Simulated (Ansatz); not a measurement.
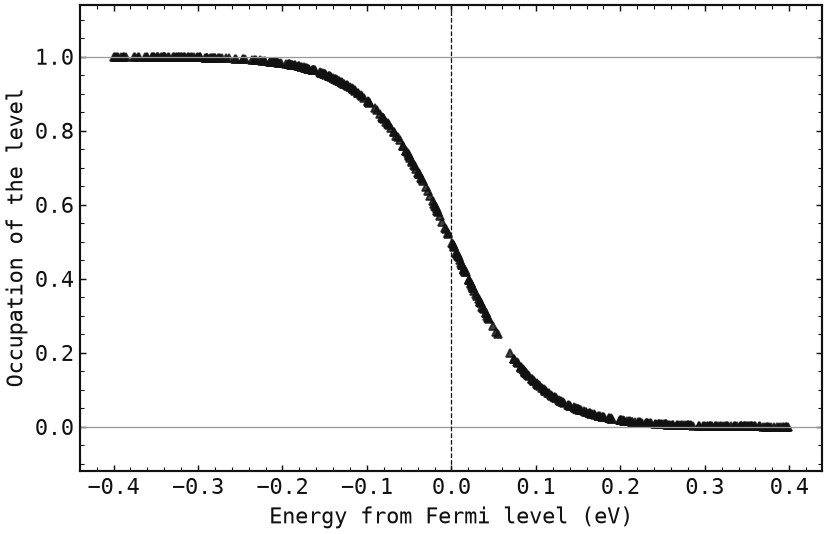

Occupations of the one-electron levels of the k mesh against their energy, from a run on Ta, space group P-1, 2 atoms in the cell, with Ansatz.

Question: Which smearing scheme was used (Fermi-Dirac, Gaussian, Methfessel-Paxton or cold), and about what width?

Answer: Fermi-Dirac smearing with a width of 0.05 eV. The occupations stay between 0 and 1 and have long exponential tails; the slope at the Fermi level is 1/(4 × width).
